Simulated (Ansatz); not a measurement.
Molecular dynamics, with input and output: W$_{8}$HC$_{8}$ (part 1 of 2)

The run: molecular dynamics of W$_{8}$HC$_{8}$ (slab, 17 atoms in the cell). Method and program: DFT r2SCAN-D3(BJ), scalar-relativistic, plane waves, PAW, PAW set soft_1, no spin polarisation (Ansatz 0.2.0).

The structure derives from an entry of the Crystallography Open Database. The input holds or restrains some coordinates. It belongs to a series of runs on one base structure; here: dynamics from the start.

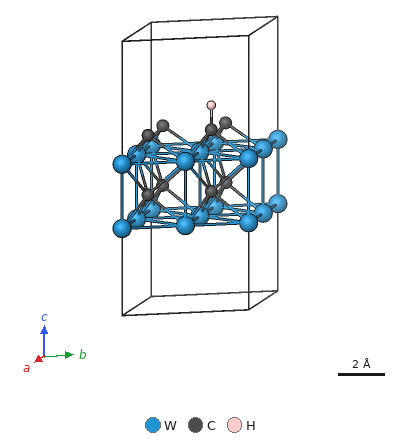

Fig. 1: The input geometry (ball-and-stick view of the cell of the calculation, with the vacuum cut short, seen slightly off an axis). An atom can appear more than once, as a periodic image.

### Results in brief

- outcome: finished
- mean temperature over the second half: 1252 K
- trajectory: 50 steps, 25 fs
- ensemble: nve
- temperature in the input: 2400.0 K
- time step: 0.5 fs
- electrons treated: 145
- potential energy (free energy of the electrons) (last step): −85202.5010 eV
- Fermi energy (last step): 4.344 eV
- largest force (length of the vector) (last step), held atoms and coordinates included: 4.177 eV/Å
- hardware: 4 threads of AMD EPYC 7571, 32 GiB of memory available, shared host
- wall time: 16 min (CPU time 60 min)
- peak memory: 1.8 GiB

Notes on the run: the dispersion correction has no parameters fitted for this combination and takes those fitted for r2SCAN with other terms. The input asks for low accuracy. Spin–orbit coupling is left out, which matters for W. So short a trajectory is not equilibrated.

### Input file
```yaml
accuracy: low
crystal:
  lattice:
    - [5.8034, 0.0, 0.0]
    - [-2.9017, 5.025892, 0.0]
    - [0.0, 0.0, 15.25085]
  atoms:
    - { symbol: W, position: [0.0, 0.0, 0.0655701] }
    - { symbol: C, position: [0.33344085, 0.16649042, 0.15113566] }
    - { symbol: W, position: [0.00019208, 0.00064687, 0.252134] }
    - { symbol: C, position: [0.33178028, 0.1680098, 0.32422667] }
    - { symbol: W, position: [0.0, 0.5, 0.0655701] }
    - { symbol: C, position: [0.33343684, 0.66697366, 0.15113655] }
    - { symbol: W, position: [0.00018727, 0.49962611, 0.25214373] }
    - { symbol: C, position: [0.33178532, 0.66385608, 0.32422861] }
    - { symbol: W, position: [0.5, 0.0, 0.0655701] }
    - { symbol: C, position: [0.83297973, 0.16650758, 0.15114015] }
    - { symbol: W, position: [0.49987123, -2.964e-05, 0.2523889] }
    - { symbol: C, position: [0.83588765, 0.1679756, 0.32423977] }
    - { symbol: W, position: [0.5, 0.5, 0.0655701] }
    - { symbol: C, position: [0.83327109, 0.66665519, 0.15284354] }
    - { symbol: W, position: [0.49914847, 0.49961064, 0.25211965] }
    - { symbol: C, position: [0.83308051, 0.66660691, 0.33195261] }
    - { symbol: H, position: [0.83250761, 0.66648057, 0.40308442] }
basis:
  ecutwfc: 500.0
kpoints:
  mp_grid: { grid: [3, 3, 1] }
hamiltonian:
  xc: r2scan
  dispersion: d3bj
  pseudopotentials: { kind: paw, azcp: { folder: soft_1 } }
scf:
  occupations: { method: fermi_dirac, width: 0.15 }
  lower_state_search: "off"
md:
  timestep: 0.5
  n_steps: 50
  ensemble: nve
  temperature: 2400.0
  initial_velocities: maxwell_boltzmann
  seed: 186169
  constraints: [{ sites: [0, 4, 8, 12] }]
```

Run as:
```bash
ansatz run input.yaml --threads 4 --pin off --max-ram 10240MiB --backend cpu --events-out ev --progress --plain --runs-dir out
```

### Output
```
Warning: md: disabling space-group detection — thermal motion breaks the input geometry's symmetry, so no spatial operation reduces the k-mesh or symmetrises the density; time reversal is kept, so that k and −k are solved as one point where they differ and the mesh holds both, and exact exchange and, on two spinor components, a DFT+U term hold to it where the run has them: on two components no moment then forms, and a state that bears one, which a typed moment (crystal.atoms[].spin; refused beside efield: under a hybrid functional) reaches, can lie lower, under hf by electronvolts; crystal.symmetry.detect: false (a key that needs symmetry detection or time reversal refuses this as the deck is read) with time_reversal: false beside it drops time reversal too
Warning: the engine holds no damping parameters fitted to this dispersion correction and functional, so the run takes those fitted to r2scan beside the three-body term, which d3bj leaves out (hamiltonian.dispersion, under Limitations)
settings of this run that can trade accuracy for cost: accuracy: low. Do not mix this run's numbers with those of runs without the same settings; the input reference describes each key
band count auto-derived: 92 (N_el = 145.0; filled up to band 73; 90 by the electrons, moments and atoms)
Engine: ansatz 0.2.0, x86_64-unknown-linux-gnu
Pseudopotentials: kind: paw
Pseudopotential: W, paw, valence charge 14, recommended cutoff 500 eV (meta_gga), [file]
Pseudopotential: C, paw, valence charge 4, recommended cutoff 500 eV (meta_gga), [file]
Pseudopotential: H, paw, valence charge 1, recommended cutoff 500 eV (meta_gga), [file]
Functional definition: r2SCAN
  parameter k0 = 0.174
  parameter k1 = 0.065
  parameter a1 = 4.9479
  exchange = r2scan_x(k0 = k0, k1 = k1, a1 = a1)
  correlation = r2scan_c
Crystal: 17 atoms, lattice volume = 444.826 Å³
Basis set: ecut = 500 eV, 11311 PW (Γ), exchange–correlation on 135×135×360 points (27 copies of the dense FFT grid, shifted against one another)
Bands: 92, of which v1, the nominal top of the filled ones, is band 73 counted from 1 (72 counted from 0)
Symmetry: 1 space group operations
k-points: 5 of 9 (time reversal used)
Non-local potential: W, projectors of the file, l = 0: 3, l = 1: 2, l = 2: 2, l = 3: 1
Non-local potential: C, projectors of the file, l = 0: 2, l = 1: 2, l = 2: 1
Non-local potential: H, projectors of the file, l = 0: 2, l = 1: 1
PAW form: soft (Blöchl's): semilocal exchange-correlation on the pseudo side does not see the compensation charge
PAW frozen core: W, regenerated for the run's functional (the file was generated under x = pbe(κ = 0.804, μ = 0.2195149727645171), c = pbe(β = 0.06672455060314922))
PAW frozen core: C, regenerated for the run's functional (the file was generated under x = pbe(κ = 0.804, μ = 0.2195149727645171), c = pbe(β = 0.06672455060314922))
PAW one-centre angular grid: W, 590 points (default); XC on 160 Gauss nodes
PAW one-centre angular grid: C, 302 points (default); XC on 219 of its mesh's 2255 points in the sphere
PAW one-centre angular grid: H, 302 points (default); XC on 160 Gauss nodes
Initial density: superposition of atomic densities (neutral atoms: chi_scale 0, normalization atom)
Initial wavefunctions: pseudopotential atomic-orbital guess
Functional: x = r2scan, c = r2scan; τ floored in thin density (d = 2e-4 eV/Å³)
SCF iter   1: F=-85098.892019 eV  HF=-85215.417239 eV  |F-HF|=1.17e2  |Δ(HF+E_count)|=         —  Δρ=9.04e-2  dr2=1.30e2  dr2_τ=5.04e0  ethr=3.10e-3  ⟨swp⟩=8.0  Hψ=2393  notcnv=0
preconditioner: auto → LDOS  [metal: Δε(μ)=0.071 eV  Ē_g=8.863 eV  σ=0.150 eV  W_gap=0.12  n_scr=82 (ndim 8)  ℏωp=15.8 eV  f_vac=0.490  D(μ)=11.16/eV (n_scr^D=64)  β→1.0]
SCF iter   2: F=-85193.220769 eV  HF=-85206.897182 eV  |F-HF|=1.37e1  |Δ(HF+E_count)|=    8.52e0  Δρ=5.60e-2  dr2=1.78e1  dr2_τ=4.98e0  ethr=3.10e-3  ⟨swp⟩=5.2  Hψ=1402  notcnv=0
SCF iter   3: F=-85200.059495 eV  HF=-85204.262616 eV  |F-HF|=4.20e0  |Δ(HF+E_count)|=    2.63e0  Δρ=1.68e-2  dr2=4.61e0  dr2_τ=3.43e-1  ethr=3.10e-3  ⟨swp⟩=4.0  Hψ=1223  notcnv=0  defer=2
SCF iter   4: F=-85203.595399 eV  HF=-85203.675840 eV  |F-HF|=8.04e-2  |Δ(HF+E_count)|=   5.87e-1  Δρ=4.31e-3  dr2=1.48e-1  dr2_τ=5.20e-3  ethr=3.10e-3  ⟨swp⟩=2.2  Hψ=802  notcnv=0  defer=5
SCF iter   5: F=-85203.678888 eV  HF=-85203.708313 eV  |F-HF|=2.94e-2  |Δ(HF+E_count)|=   3.25e-2  Δρ=2.08e-3  dr2=3.82e-2  dr2_τ=4.14e-3  ethr=1.02e-4  ⟨swp⟩=3.0  Hψ=912  notcnv=0  defer=5
SCF iter   6: F=-85203.699996 eV  HF=-85203.705164 eV  |F-HF|=5.17e-3  |Δ(HF+E_count)|=   3.15e-3  Δρ=6.94e-4  dr2=6.28e-3  dr2_τ=5.55e-4  ethr=2.63e-5  ⟨swp⟩=2.0  Hψ=670  notcnv=0  defer=5
SCF iter   7: F=-85203.704599 eV  HF=-85203.704741 eV  |F-HF|=1.42e-4  |Δ(HF+E_count)|=   4.23e-4  Δρ=2.01e-4  dr2=3.27e-4  dr2_τ=2.23e-5  ethr=4.33e-6  ⟨swp⟩=2.0  Hψ=645  notcnv=0  defer=5
SCF iter   8: F=-85203.704778 eV  HF=-85203.704852 eV  |F-HF|=7.38e-5  |Δ(HF+E_count)|=   1.11e-4  Δρ=9.92e-5  dr2=9.96e-5  dr2_τ=1.35e-5  ethr=2.26e-7  ⟨swp⟩=3.0  Hψ=1079  notcnv=0  defer=5
SCF iter   9: F=-85203.704830 eV  HF=-85203.704832 eV  |F-HF|=2.25e-6  |Δ(HF+E_count)|=   1.96e-5  Δρ=3.55e-5  dr2=7.65e-6  dr2_τ=1.13e-6  ethr=6.87e-8  ⟨swp⟩=2.0  Hψ=594  notcnv=0  defer=5
SCF iter  10: F=-85203.704581 eV  HF=-85203.704582 eV  |F-HF|=9.72e-8  |Δ(HF+E_count)|=   2.51e-4  Δρ=1.51e-5  dr2=1.24e-6  dr2_τ=2.25e-7  ethr=5.28e-9  ⟨swp⟩=2.2  Hψ=765  notcnv=0  defer=5
SCF iter  11: F=-85203.704582 eV  HF=-85203.704582 eV  |F-HF|=1.98e-9  |Δ(HF+E_count)|=   5.83e-7  Δρ=5.91e-6  dr2=1.77e-7  dr2_τ=2.96e-8  ethr=8.54e-10  ⟨swp⟩=2.8  Hψ=657  notcnv=0  defer=5
SCF iter  12: F=-85203.704582 eV  HF=-85203.704582 eV  |F-HF|=2.17e-8  |Δ(HF+E_count)|=   1.20e-7  Δρ=2.24e-6  dr2=3.37e-8  dr2_τ=6.13e-9  ethr=1.22e-10  ⟨swp⟩=3.4  Hψ=878  notcnv=0  defer=5
SCF iter  13: F=-85203.704582 eV  HF=-85203.704582 eV  |F-HF|=9.42e-9  |Δ(HF+E_count)|=   1.03e-8  Δρ=9.33e-7  dr2=3.80e-9  dr2_τ=5.77e-10  ethr=1.17e-11  ⟨swp⟩=5.0  Hψ=1546  notcnv=0
SCF 1 converged in 13 iterations: F = -85203.704582 eV  dr2 = 3.80e-9
  greatest PAW one-centre occupation: 1.000 electrons in one spin orbital (limit 2), on the W atom at site 14 (counted from 0), in its partial waves of l = 0
md step     0: t =     0.00 fs  T =  2400.0 K  F+E_penalty+E_count = -85203.70458227 eV  E_kin = 4.032912 eV  conserved = -85199.67167030 eV  (13 SCF iters)
Initial density: handed on by an earlier stage of this run
Initial wavefunctions: those handed on with the density
iter 1 solved again at ethr=1.22e-5 eV; its pass at ethr=3.10e-3 eV (dr2=1.77e-2 eV) is discarded
SCF iter   1: F=-85203.682150 eV  HF=-85203.690299 eV  |F-HF|=8.15e-3  |Δ(HF+E_count)|=         —  Δρ=1.70e-3  dr2=1.62e-2  dr2_τ=1.12e-2  ethr=1.22e-5  ⟨swp⟩=3.0  Hψ=2565  notcnv=0
preconditioner: auto → LDOS  [insulator: Δε(μ)=0.557 eV  Ē_g=7.878 eV  σ=0.150 eV  W_gap=0.72  n_scr=82 (ndim 8)  ℏωp=15.8 eV  f_vac=0.508  D(μ)=3.04/eV (n_scr^D=4)  ε∞_Penn≈5.0  β→1.0]
SCF iter   2: F=-85203.676150 eV  HF=-85203.694457 eV  |F-HF|=1.83e-2  |Δ(HF+E_count)|=   4.16e-3  Δρ=1.15e-3  dr2=2.02e-2  dr2_τ=1.22e-3  ethr=1.12e-5  ⟨swp⟩=3.6  Hψ=893  notcnv=0
SCF iter   3: F=-85203.690610 eV  HF=-85203.691458 eV  |F-HF|=8.49e-4  |Δ(HF+E_count)|=   3.00e-3  Δρ=2.93e-4  dr2=1.01e-3  dr2_τ=9.59e-5  ethr=1.12e-5  ⟨swp⟩=2.0  Hψ=668  notcnv=0
SCF iter   4: F=-85203.691324 eV  HF=-85203.691402 eV  |F-HF|=7.76e-5  |Δ(HF+E_count)|=   5.64e-5  Δρ=1.01e-4  dr2=1.02e-4  dr2_τ=1.25e-5  ethr=6.98e-7  ⟨swp⟩=2.0  Hψ=676  notcnv=0
SCF iter   5: F=-85203.691381 eV  HF=-85203.691383 eV  |F-HF|=2.75e-6  |Δ(HF+E_count)|=   1.86e-5  Δρ=3.19e-5  dr2=6.20e-6  dr2_τ=1.53e-6  ethr=7.03e-8  ⟨swp⟩=2.0  Hψ=679  notcnv=0
SCF iter   6: F=-85203.691132 eV  HF=-85203.691133 eV  |F-HF|=2.71e-7  |Δ(HF+E_count)|=   2.51e-4  Δρ=1.04e-5  dr2=8.10e-7  dr2_τ=1.70e-7  ethr=4.28e-9  ⟨swp⟩=2.4  Hψ=682  notcnv=0
[...]
md step     1: t =     0.50 fs  T =  2392.1 K  F+E_penalty+E_count = -85203.69113293 eV  E_kin = 4.019649 eV  conserved = -85199.67148359 eV  (8 SCF iters, 17 dispersion substeps)
[... from here on the SCF iterations and repeated set-up lines of each step are left out, up to the last step ...]
md step     2: t =     1.00 fs  T =  2369.9 K  F+E_penalty+E_count = -85203.65344756 eV  E_kin = 3.982364 eV  conserved = -85199.67108369 eV  (8 SCF iters, 17 dispersion substeps)
md step     3: t =     1.50 fs  T =  2336.8 K  F+E_penalty+E_count = -85203.59740978 eV  E_kin = 3.926790 eV  conserved = -85199.67062007 eV  (8 SCF iters, 17 dispersion substeps)
md step     4: t =     2.00 fs  T =  2296.8 K  F+E_penalty+E_count = -85203.52986181 eV  E_kin = 3.859559 eV  conserved = -85199.67030303 eV  (8 SCF iters, 17 dispersion substeps)
md step     5: t =     2.50 fs  T =  2252.6 K  F+E_penalty+E_count = -85203.45551247 eV  E_kin = 3.785241 eV  conserved = -85199.67027191 eV  (5 SCF iters, 17 dispersion substeps)
md step     6: t =     3.00 fs  T =  2204.5 K  F+E_penalty+E_count = -85203.37490167 eV  E_kin = 3.704411 eV  conserved = -85199.67049110 eV  (4 SCF iters, 17 dispersion substeps)
md step     7: t =     3.50 fs  T =  2150.8 K  F+E_penalty+E_count = -85203.28489048 eV  E_kin = 3.614109 eV  conserved = -85199.67078109 eV  (4 SCF iters, 17 dispersion substeps)
md step     8: t =     4.00 fs  T =  2089.0 K  F+E_penalty+E_count = -85203.18125465 eV  E_kin = 3.510304 eV  conserved = -85199.67095114 eV  (5 SCF iters, 17 dispersion substeps)
md step     9: t =     4.50 fs  T =  2017.8 K  F+E_penalty+E_count = -85203.06150471 eV  E_kin = 3.390599 eV  conserved = -85199.67090535 eV  (4 SCF iters, 17 dispersion substeps)
md step    10: t =     5.00 fs  T =  1937.5 K  F+E_penalty+E_count = -85202.92635983 eV  E_kin = 3.255697 eV  conserved = -85199.67066261 eV  (8 SCF iters, 17 dispersion substeps)
md step    11: t =     5.50 fs  T =  1850.3 K  F+E_penalty+E_count = -85202.77956684 eV  E_kin = 3.109262 eV  conserved = -85199.67030487 eV  (4 SCF iters, 17 dispersion substeps)
md step    12: t =     6.00 fs  T =  1759.6 K  F+E_penalty+E_count = -85202.62670977 eV  E_kin = 2.956787 eV  conserved = -85199.66992228 eV  (4 SCF iters, 17 dispersion substeps)
md step    13: t =     6.50 fs  T =  1668.8 K  F+E_penalty+E_count = -85202.47380984 eV  E_kin = 2.804223 eV  conserved = -85199.66958643 eV  (3 SCF iters, 17 dispersion substeps)
md step    14: t =     7.00 fs  T =  1581.1 K  F+E_penalty+E_count = -85202.32619640 eV  E_kin = 2.656856 eV  conserved = -85199.66934044 eV  (3 SCF iters, 17 dispersion substeps)
md step    15: t =     7.50 fs  T =  1498.8 K  F+E_penalty+E_count = -85202.18777894 eV  E_kin = 2.518572 eV  conserved = -85199.66920676 eV  (3 SCF iters, 17 dispersion substeps)
md step    16: t =     8.00 fs  T =  1423.2 K  F+E_penalty+E_count = -85202.06066095 eV  E_kin = 2.391467 eV  conserved = -85199.66919424 eV  (3 SCF iters, 17 dispersion substeps)
md step    17: t =     8.50 fs  T =  1354.3 K  F+E_penalty+E_count = -85201.94501894 eV  E_kin = 2.275722 eV  conserved = -85199.66929659 eV  (4 SCF iters, 17 dispersion substeps)
md step    18: t =     9.00 fs  T =  1291.2 K  F+E_penalty+E_count = -85201.83923462 eV  E_kin = 2.169747 eV  conserved = -85199.66948777 eV  (3 SCF iters, 17 dispersion substeps)
md step    19: t =     9.50 fs  T =  1232.2 K  F+E_penalty+E_count = -85201.74035405 eV  E_kin = 2.070640 eV  conserved = -85199.66971429 eV  (3 SCF iters, 17 dispersion substeps)
md step    20: t =    10.00 fs  T =  1175.4 K  F+E_penalty+E_count = -85201.64499628 eV  E_kin = 1.975108 eV  conserved = -85199.66988878 eV  (7 SCF iters, 17 dispersion substeps)
md step    21: t =    10.50 fs  T =  1119.3 K  F+E_penalty+E_count = -85201.55075971 eV  E_kin = 1.880858 eV  conserved = -85199.66990183 eV  (4 SCF iters, 17 dispersion substeps)
md step    22: t =    11.00 fs  T =  1064.2 K  F+E_penalty+E_count = -85201.45787920 eV  E_kin = 1.788210 eV  conserved = -85199.66966921 eV  (4 SCF iters, 17 dispersion substeps)
md step    23: t =    11.50 fs  T =  1012.4 K  F+E_penalty+E_count = -85201.37039573 eV  E_kin = 1.701189 eV  conserved = -85199.66920694 eV  (4 SCF iters, 17 dispersion substeps)
md step    24: t =    12.00 fs  T =   968.3 K  F+E_penalty+E_count = -85201.29575066 eV  E_kin = 1.627071 eV  conserved = -85199.66867964 eV  (3 SCF iters, 17 dispersion substeps)
md step    25: t =    12.50 fs  T =   936.6 K  F+E_penalty+E_count = -85201.24216815 eV  E_kin = 1.573820 eV  conserved = -85199.66834861 eV  (3 SCF iters, 17 dispersion substeps)
md step    26: t =    13.00 fs  T =   920.2 K  F+E_penalty+E_count = -85201.21472433 eV  E_kin = 1.546319 eV  conserved = -85199.66840556 eV  (3 SCF iters, 17 dispersion substeps)
md step    27: t =    13.50 fs  T =   918.7 K  F+E_penalty+E_count = -85201.21253642 eV  E_kin = 1.543713 eV  conserved = -85199.66882313 eV  (3 SCF iters, 17 dispersion substeps)
md step    28: t =    14.00 fs  T =   928.2 K  F+E_penalty+E_count = -85201.22917867 eV  E_kin = 1.559802 eV  conserved = -85199.66937619 eV  (4 SCF iters, 17 dispersion substeps)
md step    29: t =    14.50 fs  T =   944.0 K  F+E_penalty+E_count = -85201.25603166 eV  E_kin = 1.586223 eV  conserved = -85199.66980897 eV  (3 SCF iters, 17 dispersion substeps)
md step    30: t =    15.00 fs  T =   961.8 K  F+E_penalty+E_count = -85201.28616309 eV  E_kin = 1.616177 eV  conserved = -85199.66998581 eV  (7 SCF iters, 17 dispersion substeps)
md step    31: t =    15.50 fs  T =   979.9 K  F+E_penalty+E_count = -85201.31650808 eV  E_kin = 1.646590 eV  conserved = -85199.66991804 eV  (4 SCF iters, 17 dispersion substeps)
md step    32: t =    16.00 fs  T =   998.7 K  F+E_penalty+E_count = -85201.34783429 eV  E_kin = 1.678132 eV  conserved = -85199.66970266 eV  (4 SCF iters, 17 dispersion substeps)
md step    33: t =    16.50 fs  T =  1019.9 K  F+E_penalty+E_count = -85201.38333591 eV  E_kin = 1.713886 eV  conserved = -85199.66945027 eV  (3 SCF iters, 17 dispersion substeps)
md step    34: t =    17.00 fs  T =  1046.0 K  F+E_penalty+E_count = -85201.42693685 eV  E_kin = 1.757694 eV  conserved = -85199.66924283 eV  (3 SCF iters, 17 dispersion substeps)
md step    35: t =    17.50 fs  T =  1078.8 K  F+E_penalty+E_count = -85201.48194543 eV  E_kin = 1.812817 eV  conserved = -85199.66912847 eV  (4 SCF iters, 17 dispersion substeps)
md step    36: t =    18.00 fs  T =  1119.4 K  F+E_penalty+E_count = -85201.55022667 eV  E_kin = 1.881097 eV  conserved = -85199.66912952 eV  (3 SCF iters, 17 dispersion substeps)
md step    37: t =    18.50 fs  T =  1167.9 K  F+E_penalty+E_count = -85201.63180445 eV  E_kin = 1.962554 eV  conserved = -85199.66925009 eV  (4 SCF iters, 17 dispersion substeps)
md step    38: t =    19.00 fs  T =  1223.1 K  F+E_penalty+E_count = -85201.72475802 eV  E_kin = 2.055276 eV  conserved = -85199.66948243 eV  (3 SCF iters, 17 dispersion substeps)
md step    39: t =    19.50 fs  T =  1282.8 K  F+E_penalty+E_count = -85201.82533929 eV  E_kin = 2.155534 eV  conserved = -85199.66980572 eV  (4 SCF iters, 17 dispersion substeps)
md step    40: t =    20.00 fs  T =  1343.8 K  F+E_penalty+E_count = -85201.92833188 eV  E_kin = 2.258153 eV  conserved = -85199.67017893 eV  (8 SCF iters, 17 dispersion substeps)
md step    41: t =    20.50 fs  T =  1402.8 K  F+E_penalty+E_count = -85202.02773818 eV  E_kin = 2.357204 eV  conserved = -85199.67053396 eV  (4 SCF iters, 17 dispersion substeps)
md step    42: t =    21.00 fs  T =  1456.3 K  F+E_penalty+E_count = -85202.11787309 eV  E_kin = 2.447094 eV  conserved = -85199.67077865 eV  (3 SCF iters, 17 dispersion substeps)
md step    43: t =    21.50 fs  T =  1502.0 K  F+E_penalty+E_count = -85202.19477659 eV  E_kin = 2.523951 eV  conserved = -85199.67082589 eV  (4 SCF iters, 17 dispersion substeps)
md step    44: t =    22.00 fs  T =  1539.5 K  F+E_penalty+E_count = -85202.25752470 eV  E_kin = 2.586881 eV  conserved = -85199.67064383 eV  (4 SCF iters, 17 dispersion substeps)
md step    45: t =    22.50 fs  T =  1570.1 K  F+E_penalty+E_count = -85202.30866938 eV  E_kin = 2.638363 eV  conserved = -85199.67030624 eV  (4 SCF iters, 17 dispersion substeps)
md step    46: t =    23.00 fs  T =  1596.7 K  F+E_penalty+E_count = -85202.35306843 eV  E_kin = 2.683074 eV  conserved = -85199.66999458 eV  (3 SCF iters, 17 dispersion substeps)
md step    47: t =    23.50 fs  T =  1621.8 K  F+E_penalty+E_count = -85202.39519294 eV  E_kin = 2.725290 eV  conserved = -85199.66990285 eV  (4 SCF iters, 17 dispersion substeps)
md step    48: t =    24.00 fs  T =  1646.2 K  F+E_penalty+E_count = -85202.43631069 eV  E_kin = 2.766210 eV  conserved = -85199.67010069 eV  (4 SCF iters, 17 dispersion substeps)
md step    49: t =    24.50 fs  T =  1668.1 K  F+E_penalty+E_count = -85202.47346631 eV  E_kin = 2.802984 eV  conserved = -85199.67048280 eV  (4 SCF iters, 17 dispersion substeps)
preconditioner: auto → LDOS  [insulator: Δε(μ)=0.382 eV  Ē_g=7.770 eV  σ=0.150 eV  W_gap=0.56  n_scr=82 (ndim 8)  ℏωp=15.8 eV  f_vac=0.503  D(μ)=3.71/eV (n_scr^D=4)  ε∞_Penn≈5.2  β→1.0]
[...]
SCF iter   5: F=-85202.501238 eV  HF=-85202.501239 eV  |F-HF|=1.50e-6  |Δ(HF+E_count)|=   2.14e-5  Δρ=2.17e-5  dr2=3.29e-6  dr2_τ=8.60e-7  ethr=3.80e-8  ⟨swp⟩=2.6  Hψ=673  notcnv=0
SCF iter   6: F=-85202.500989 eV  HF=-85202.500989 eV  |F-HF|=5.57e-8  |Δ(HF+E_count)|=   2.51e-4  Δρ=6.99e-6  dr2=3.25e-7  dr2_τ=6.57e-8  ethr=2.27e-9  ⟨swp⟩=2.6  Hψ=680  notcnv=0
SCF iter   7: F=-85202.500989 eV  HF=-85202.500989 eV  |F-HF|=9.24e-9  |Δ(HF+E_count)|=   1.58e-7  Δρ=2.59e-6  dr2=2.72e-8  dr2_τ=4.67e-9  ethr=2.24e-10  ⟨swp⟩=2.0  Hψ=661  notcnv=0
SCF iter   8: F=-85202.500989 eV  HF=-85202.500989 eV  |F-HF|=1.01e-8  |Δ(HF+E_count)|=   1.45e-8  Δρ=1.05e-6  dr2=4.35e-9  dr2_τ=7.63e-10  ethr=1.17e-11  ⟨swp⟩=5.4  Hψ=1746  notcnv=0
SCF 51 converged in 8 iterations: F = -85202.500989 eV  dr2 = 4.35e-9
md step    50: t =    25.00 fs  T =  1684.2 K  F+E_penalty+E_count = -85202.50098885 eV  E_kin = 2.830138 eV  conserved = -85199.67085059 eV  (8 SCF iters, 17 dispersion substeps)
iter 1 solved again at ethr=2.97e-12 eV; its pass at ethr=3.10e-3 eV (dr2=4.31e-9 eV) is discarded
SCF iter   1: F=-85202.500989 eV  HF=-85202.500989 eV  |F-HF|=1.01e-8  |Δ(HF+E_count)|=         —  Δρ=1.05e-6  dr2=4.35e-9  dr2_τ=7.62e-10  ethr=2.97e-12  ⟨swp⟩=4.0  Hψ=2104  notcnv=0
preconditioner: auto → LDOS  [insulator: Δε(μ)=0.386 eV  Ē_g=7.771 eV  σ=0.150 eV  W_gap=0.56  n_scr=82 (ndim 8)  ℏωp=15.8 eV  f_vac=0.503  D(μ)=3.69/eV (n_scr^D=4)  ε∞_Penn≈5.2  β→1.0]
SCF iter   2: F=-85202.500989 eV  HF=-85202.500989 eV  |F-HF|=6.62e-9  |Δ(HF+E_count)|=   4.63e-9  Δρ=6.92e-7  dr2=5.20e-9  dr2_τ=5.00e-10  ethr=2.97e-12  ⟨swp⟩=5.0  Hψ=1532  notcnv=0
SCF 52 converged in 2 iterations: F = -85202.500989 eV  dr2 = 5.20e-9
```
